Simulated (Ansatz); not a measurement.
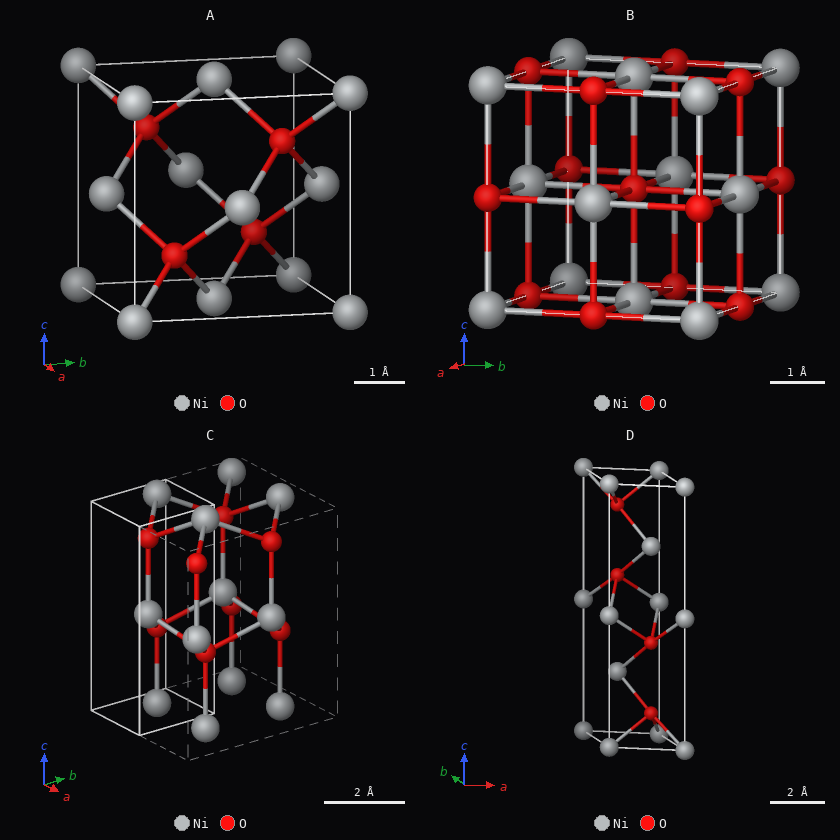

Four structures of NiO, each relaxed to rest (conventional cells in solid outline, small ones repeated, each panel with its own scale). Method: DFT PBE, scalar-relativistic, plane waves, PAW (Ansatz), with collinear spins.

What are the structures shown?

Answer. A: zinc blende (sphalerite type), F-43m; B: rock salt (NaCl type), Fm-3m; C: wurtzite, P6_3mc; D: 8 atoms a cell on a primitive hexagonal lattice, P6_3/mmc.

Which of these is lowest in energy, and how far above it do the others lie?

Answer. A, then C (+23 meV/atom), B (+67 meV/atom) and D (+100 meV/atom), energies at zero smearing.

Collect the results in a table.

Answer.
| panel | structure | E − E(lowest) (meV/atom) | volume (Å³/atom) | gap (eV) |
| --- | --- | --- | --- | --- |
| A | F-43m | 0 | 11.2 | metal |
| C | P6_3mc | 23 | 11.2 | metal |
| B | Fm-3m | 67 | 9.4 | metal |
| D | P6_3/mmc | 100 | 9.3 | metal |

Some of these may be structure types tried for this composition rather than known phases, and the most stable form need not be among them. Gaps are taken on the k-mesh or band path of each run.
